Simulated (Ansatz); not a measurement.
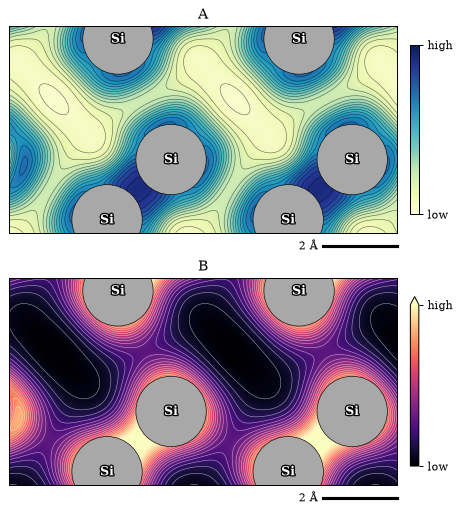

Si: 2 fields on the (111) plane of the conventional cell, with unlabelled colour scales. Grey discs cover the atomic cores.

Space group P6/mmm; a generated structure, not necessarily the stable one.

All numbers below come from Ansatz, Kohn-Sham DFT of a periodic cell, PBE, Ansatz PAW.

```yaml
crystal:
  lattice:
    - [4.12095, 0.00000, 0.00000]
    - [-2.06047, 3.56885, 0.00000]
    - [0.00000, 0.00000, 2.65479]
  atoms:
    - { symbol: Si, position: [0.33333, 0.66667, 0.50000] }
    - { symbol: Si, position: [0.66667, 0.33333, 0.50000] }
```

Q: Which field does each panel show? The fields are: electron localisation function and valence pseudo-density.

A: Panel A: electron localisation function. Panel B: valence pseudo-density. From the grid: Si–Si (2.38 Å): ρ is about 0.52 e/Å³ halfway; the ELF peaks at about 0.90 between the atoms.
